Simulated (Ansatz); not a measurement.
# Co$_{2}$Si: what the fields show

Input file:

```
crystal:
  lattice:
    - [4.8809145762, 0.0, 0.0]
    - [0.0, 3.7131275833, 0.0]
    - [0.0, 0.0, 7.0386361024]
  atoms:
    - { symbol: Co, position: [0.826800273, 0.75, 0.4352337952], spin: 0.26 }
    - { symbol: Co, position: [0.673199727, 0.25, 0.9352337952], spin: 0.26 }
    - { symbol: Co, position: [0.4638072967, 0.75, 0.7174559757], spin: 0.46 }
    - { symbol: Co, position: [0.0361927033, 0.25, 0.2174559757], spin: 0.46 }
    - { symbol: Co, position: [0.326800273, 0.75, 0.0647662048], spin: 0.26 }
    - { symbol: Co, position: [0.173199727, 0.25, 0.5647662048], spin: 0.26 }
    - { symbol: Co, position: [0.9638072967, 0.75, 0.7825440243], spin: 0.46 }
    - { symbol: Co, position: [0.5361927033, 0.25, 0.2825440243], spin: 0.46 }
    - { symbol: Si, position: [0.7022294063, 0.25, 0.6053462395] }
    - { symbol: Si, position: [0.7977705937, 0.75, 0.1053462395] }
    - { symbol: Si, position: [0.2022294063, 0.25, 0.8946537605] }
    - { symbol: Si, position: [0.2977705937, 0.75, 0.3946537605] }
basis:
  ecutwfc: 420
kpoints:
  mp_grid: { grid: [6, 8, 6] }
  band_path:
    path:
      - [[0.0, 0.0, 0.0], [0.5, 0.0, 0.0], [0.5, 0.5, 0.0], [0.0, 0.5, 0.0], [0.0, 0.0, 0.0], [0.0, 0.0, 0.5], [0.5, 0.0, 0.5], [0.5, 0.5, 0.5], [0.0, 0.5, 0.5], [0.0, 0.0, 0.5]]
      - [[0.5, 0.0, 0.0], [0.5, 0.0, 0.5]]
      - [[0.0, 0.5, 0.0], [0.0, 0.5, 0.5]]
      - [[0.5, 0.5, 0.0], [0.5, 0.5, 0.5]]
    npoints: 10
hamiltonian:
  xc: pbe
scf:
  occupations: { method: gaussian, width: 0.1 }
  n_extra_bands: 30
output:
  forces: true
  stress: true
  eigenvalues: true
  populations: true
  dos: { projected: true, de: 0.02, nscf_kmesh: { grid: [8, 10, 8] } }
  bader: false
  write_density: true
  write_potential: true
  elf: true
  volumetric_format: npy
magnetization:
  spin_polarized: true
checkpoint:
  read: start.run
  write: ck
  compress: false
  write_wavefunctions: false
  write_every: 100000
```

Launched as:

```sh
ansatz run input.yaml --threads 1 --pin off --max-ram 2560MiB --backend cpu --events-out ev --progress --plain --runs-dir out
```

Below, planes, directions and counts refer to the conventional cell (a = 4.88 Å, b = 3.71 Å, c = 7.04 Å, α = 90.00°, β = 90.00°, γ = 90.00°).

Space group Pnma; a generated structure, not necessarily the stable one; spin-polarised.

Computed with DFT PBE, scalar-relativistic, plane waves, PAW in Ansatz 0.2.0.

The density is the valence pseudo-density of a PAW calculation; it isn't the true density close to the nuclei.

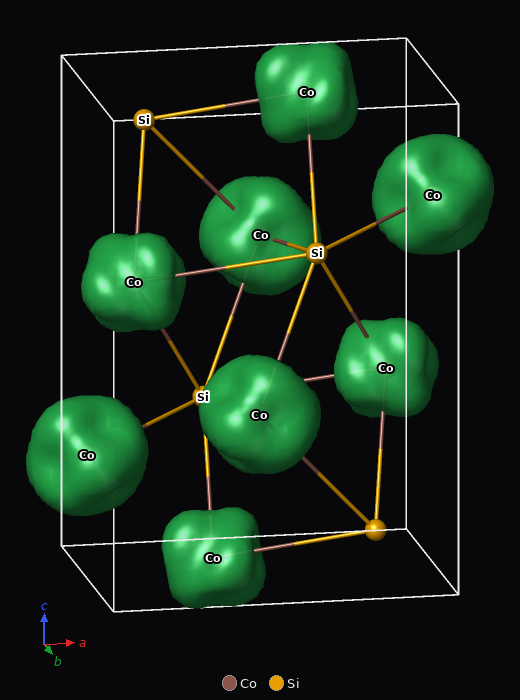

Figure 1. Isosurfaces of the spin density at +0.03 (green) and −0.03 e/Å³ (red), seen at an oblique angle. Sticks mark near contacts.

Which atoms carry the moments, and with what signs?

The spin density sits on Co: +0.4 μB (×4) in one cell of 12 atoms: parallel moments (a ferromagnetic arrangement) in this solution. The cell of the calculation (12 atoms) carries 2.4 μB of net spin moment. Only one sign reaches the isovalue.

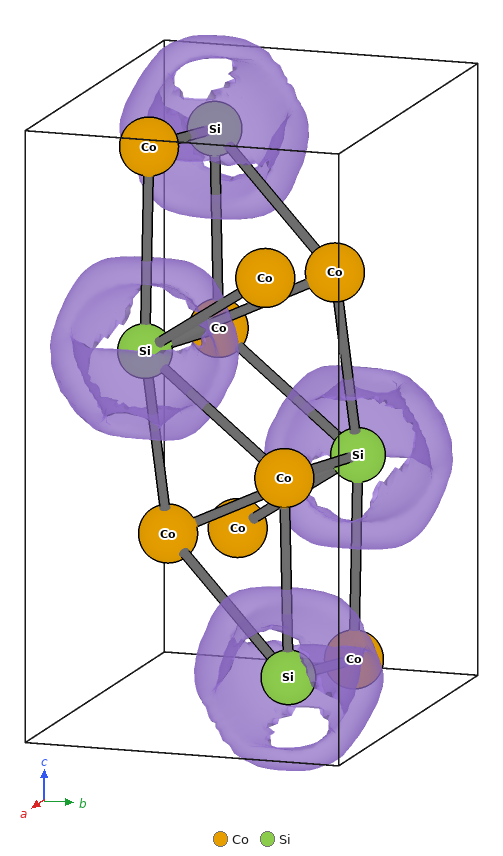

Figure 2. Isosurface of the ELF at 0.6 (purple), seen slightly off an axis. Only the valence region is drawn (cores and ρ < 0.01 e/Å³ removed). Sticks mark near contacts.

What do the ELF domains correspond to?

The surface consists of four regions wrapped around Si (the valence shell of each), counted in one cell of 12 atoms. Regions shared between cells count once. Profiles from the grid: Co–Si (2.29 Å): the ELF peaks at about 0.65 in the valence shell of Si, 0.9 Å from its nucleus, and is about 0.45 at the midpoint. Co–Si (2.41 Å): the ELF peaks at about 0.65 in the valence shell of Si, 0.9 Å from its nucleus, and is about 0.45 at the midpoint.

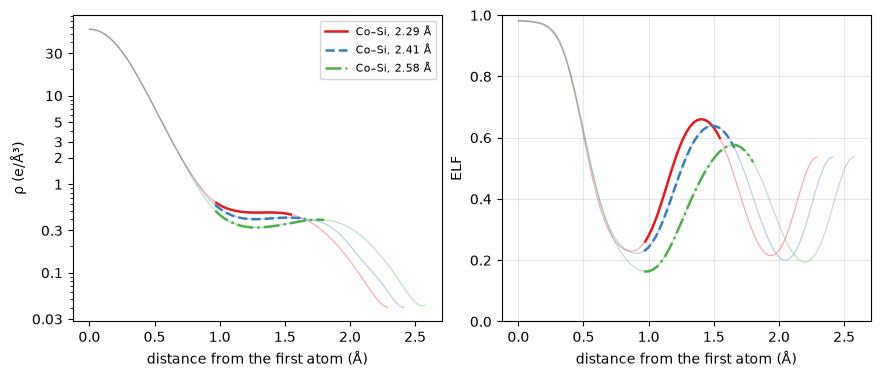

Figure 3. Valence electron density and ELF along straight lines between neighbouring atoms. Thin, pale parts lie inside the atomic spheres.

Compare the contacts.

Co–Si (2.29 Å): ρ at the midpoint is about 0.49 e/Å³; the ELF peaks at about 0.65 in the valence shell of Si, 0.9 Å from its nucleus, and is about 0.45 at the midpoint.
Co–Si (2.41 Å): ρ at the midpoint is about 0.41 e/Å³; the ELF peaks at about 0.65 in the valence shell of Si, 0.9 Å from its nucleus, and is about 0.45 at the midpoint.
Co–Si (2.58 Å): the density is about 0.32 e/Å³ at the midpoint; the ELF peaks at about 0.60 in the valence shell of Si, 0.9 Å from its nucleus, and is about 0.35 at the midpoint.

Metal or insulator at this level of theory?

It is gapless in this calculation (a metal or semimetal).
